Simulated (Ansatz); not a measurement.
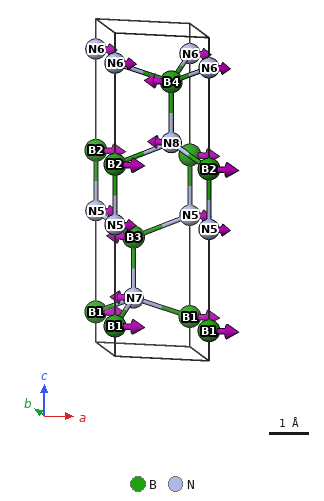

One vibrational mode of crystalline BN (a generated structure) at the zone centre. The purple arrows are the displacements of the atoms (eigenvector over the root of the mass), of arbitrary overall length and sign. Style: ball-and-stick. Shown: the cell of the calculation, slightly off an axis.

Computed with DFT PBE, scalar-relativistic, plane waves, PAW (Ansatz).

The input:
```yaml
crystal:
  lattice:
    - [2.5585553649, 0.0, 0.0]
    - [-1.2792776824, 2.215773943, 0.0]
    - [0.0, 0.0, 8.4091843599]
  atoms:
    - { symbol: B, position: [0.0, 0.0, 0.0933732173] }
    - { symbol: B, position: [0.0, 0.0, 0.5933732173] }
    - { symbol: B, position: [0.3333333333, 0.6666666667, 0.3440583362] }
    - { symbol: B, position: [0.6666666667, 0.3333333333, 0.8440583362] }
    - { symbol: "N", position: [0.0, 0.0, 0.4067451358] }
    - { symbol: "N", position: [0.0, 0.0, 0.9067451358] }
    - { symbol: "N", position: [0.3333333333, 0.6666666667, 0.1558233107] }
    - { symbol: "N", position: [0.6666666667, 0.3333333333, 0.6558233107] }
basis:
  ecutwfc: 420
kpoints:
  mp_grid: { grid: [12, 12, 4] }
hamiltonian:
  xc: pbe
scf:
  occupations: { method: fixed }
output:
  eigenvalues: true
phonons:
  method: dfpt
  dielectric: true
  rigid_motions: translations
  eigenvectors: true
```

Launched with:
```bash
ansatz run input.yaml --threads 1 --pin off --max-ram 2560MiB --backend cpu --events-out ev --progress --plain --runs-dir out
```

Frequencies are those without the non-analytic (LO–TO) term.

Question: Give the symmetry, activity and frequency of this mode.

Answer: This is the E₁ mode (doubly degenerate; one member of the set is drawn) at 954 cm⁻¹, optical level 7 of 14, counted from below, infrared- and Raman-active by symmetry. The B (2a) and N (2a) sublattices move against the B (2b) and N (2b) sublattices, along a; it stretches the shortest B–N bonds (1.57 Å); the kinetic energy is shared as B 59 %, N 41 %. Its infrared intensity is 0.59 (D/Å)²/amu for the set.
